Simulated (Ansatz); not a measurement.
**Li32S15 (cell charge +1, with a compensating background) (cell with a defect): density, localisation and related maps**

```cif
data_structure
_symmetry_space_group_name_H-M 'P 1'
_symmetry_Int_Tables_number 1
_cell_length_a 9.7945
_cell_length_b 9.7945
_cell_length_c 9.7945
_cell_angle_alpha 109.471
_cell_angle_beta 109.471
_cell_angle_gamma 109.471
_cell_volume 723.32
loop_
_atom_site_label
_atom_site_type_symbol
_atom_site_fract_x
_atom_site_fract_y
_atom_site_fract_z
_atom_site_occupancy
Li1 Li 0.25000 0.75208 0.75060 1
Li2 Li 0.99792 0.74853 0.99792 1
Li3 Li 0.50208 0.50000 0.75060 1
Li4 Li 0.25000 0.50000 0.98233 1
Li5 Li 0.98233 0.50000 0.25000 1
Li6 Li 0.75060 0.75208 0.25000 1
Li7 Li 0.51767 0.76767 0.51767 1
Li8 Li 0.00147 0.99940 0.74940 1
Li9 Li 0.74940 0.25147 0.74940 1
Li10 Li 0.49853 0.24792 0.99792 1
Li11 Li 0.25000 0.23233 0.25000 1
Li12 Li 0.99792 0.24792 0.49853 1
Li13 Li 0.75060 0.50000 0.50208 1
Li14 Li 0.74940 0.99940 0.00147 1
Li15 Li 0.50208 0.00060 0.25000 1
Li16 Li 0.25000 0.00060 0.50208 1
Li17 Li 0.25000 0.76767 0.25000 1
Li18 Li 0.00147 0.75208 0.50208 1
Li19 Li 0.51767 0.50000 0.25000 1
Li20 Li 0.25000 0.50000 0.51767 1
Li21 Li 0.99792 0.50000 0.74940 1
Li22 Li 0.75060 0.74853 0.75060 1
Li23 Li 0.50208 0.75208 0.00147 1
Li24 Li 0.99792 0.99940 0.25000 1
Li25 Li 0.74940 0.24792 0.25000 1
Li26 Li 0.50208 0.25147 0.50208 1
Li27 Li 0.25000 0.24792 0.74940 1
Li28 Li 0.98233 0.23233 0.98233 1
Li29 Li 0.74940 0.50000 0.99792 1
Li30 Li 0.75060 0.00060 0.49853 1
Li31 Li 0.49853 0.00060 0.75060 1
Li32 Li 0.25000 0.99940 0.99792 1
S1 S 0.00045 0.50000 0.49955 1
S2 S 0.49955 0.25045 0.25000 1
S3 S 0.25000 0.25045 0.49955 1
S4 S 0.00045 0.25045 0.75090 1
S5 S 0.75000 0.50000 0.75000 1
S6 S 0.49955 0.50000 0.00045 1
S7 S 0.00045 0.74955 0.25000 1
S8 S 0.75000 0.00000 0.25000 1
S9 S 0.49955 0.99910 0.49955 1
S10 S 0.25000 0.00000 0.75000 1
S11 S 0.00045 0.00090 0.00045 1
S12 S 0.75090 0.25045 0.00045 1
S13 S 0.74910 0.74955 0.49955 1
S14 S 0.49955 0.74955 0.74910 1
S15 S 0.25000 0.74955 0.00045 1
```

Spin-polarised.

Method: DFT PBEsol, scalar-relativistic, plane waves, PAW (Ansatz 0.2.0).

The density is the valence pseudo-density of a PAW calculation; it isn't the true density close to the nuclei.

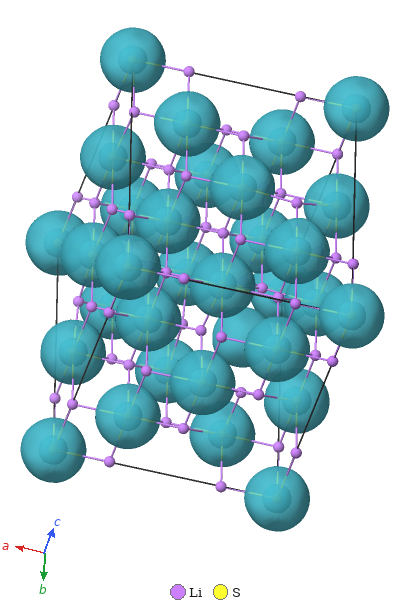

Figure 1. Isosurface of the electron localisation function at 0.75 (cyan), seen at an oblique angle. Only the valence region is drawn (cores and ρ < 0.01 e/Å³ removed). Sticks mark near contacts.

### What do the ELF domains correspond to?

The ELF exceeds this value in 15 regions wrapped around S (the valence shell of each) and one pocket between the atoms, centred on no nucleus (multi-centre or interstitial), counted in one cell of 47 atoms. Any copies at cell faces, edges or corners count once.


Li–S (2.39 Å): the ELF peaks at about 0.90 in the valence shell of S, 0.8 Å from its nucleus, and falls to about 0 next to Li; a largely ionic contact. Li–S (2.46 Å): the ELF peaks at about 0.90 in the valence shell of S, 0.8 Å from its nucleus, and falls to about 0 next to Li: a closed-shell, largely ionic contact.

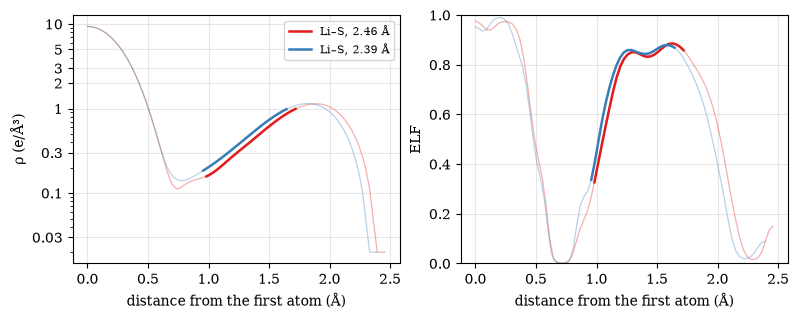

Figure 2. Valence electron density and electron localisation function along straight lines between neighbouring atoms. Thin, pale parts lie inside the atomic spheres.

### What kind of bonding do the profiles show?

Li–S (2.46 Å): ρ is about 0.29 e/Å³ halfway; the ELF peaks at about 0.90 in the valence shell of S, 0.8 Å from its nucleus, and falls to about 0 next to Li: a largely ionic contact.
Li–S (2.39 Å): ρ at the midpoint is about 0.33 e/Å³; the ELF peaks at about 0.90 in the valence shell of S, 0.8 Å from its nucleus, and falls to about 0 next to Li: a closed-shell, largely ionic contact.

### Does the calculation make it a metal, or give it a gap?

It is gapped, with a Kohn–Sham gap of 1.0 eV on the k-point mesh (the band edges may lie off the mesh, which would make the gap smaller).
